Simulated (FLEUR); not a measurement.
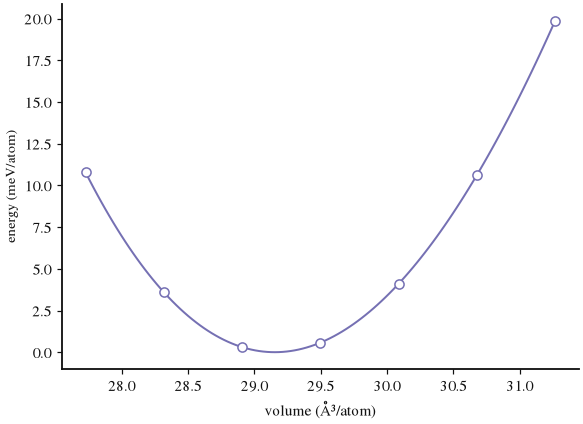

Plotted: energy against volume.

Calculation (FLEUR MaX-R8.1 (later development tree)): all-electron LAPW DFT, no spin polarisation; energies at scaled volumes of the given cell, shape and fractions fixed, counted from the fit's minimum, third-order Birch-Murnaghan fit. Level: PBE.

Question: For which of these solids was it computed?
A. Ta₃N, P-3m1 (No. 164)
B. Lu, P6_3/mmc (No. 194)
C. BaTiO₃, Pm-3m (No. 221)

Answer: B, Lu: energy from 0.30 meV/atom to 19.88 meV/atom, V0 29.15 Å³/atom, B0 46 GPa. The others give: Ta₃N, energy from 0.06 meV/atom to 42.22 meV/atom, V0 14.94 Å³/atom, B0 246 GPa; BaTiO₃, energy from 0.65 meV/atom to 36.01 meV/atom, V0 12.98 Å³/atom, B0 163 GPa.

For Lu, limits of the calculation: shape and atomic fractions are frozen while scaling, which makes layered, chain and framework solids too stiff.

For Ta₃N, limits of the calculation: shape and atomic fractions are frozen while scaling, which makes layered, chain and framework solids too stiff.
